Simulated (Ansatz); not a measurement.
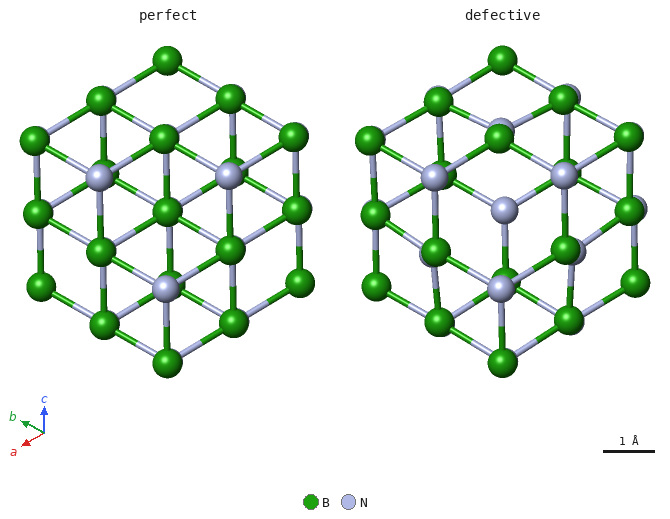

Left: perfect BN. Right: the same region with one point defect, after relaxing the atoms in a supercell of 64 sites. A ball-and-stick model of the atoms within 3.8 Å of one point, seen from a free direction.

Level of theory: DFT, PBEsol, PAW, plane waves (Ansatz). (plane-wave cutoff 420 eV; k-point mesh 1 × 1 × 1; mesh shifted by (0.25, 0.25, 0.25); no spin polarisation) Fermi-Dirac smearing of 0.01 eV. A uniform background neutralises the charged cell. The axes drawn are those of the host's conventional cell.

Q: What kind of defect was made?

A: A boron atom is taken out (a vacancy).

The charge state of the cell is −3.

Q: What does the relaxation do around it?

A: Around the empty B site the host had 4 N at 1.56 Å; after relaxation the nearest atoms are 4 N at 1.68 to 1.69 Å. Of the host's atoms, a nitrogen atom moves furthest from its site, by 0.13 Å.

Limits of the set-up: the periodic images lie only 7.2 Å apart, so the values are limited by the cell's size; the cell is charged, on a uniform background, and energies carry no finite-size correction.
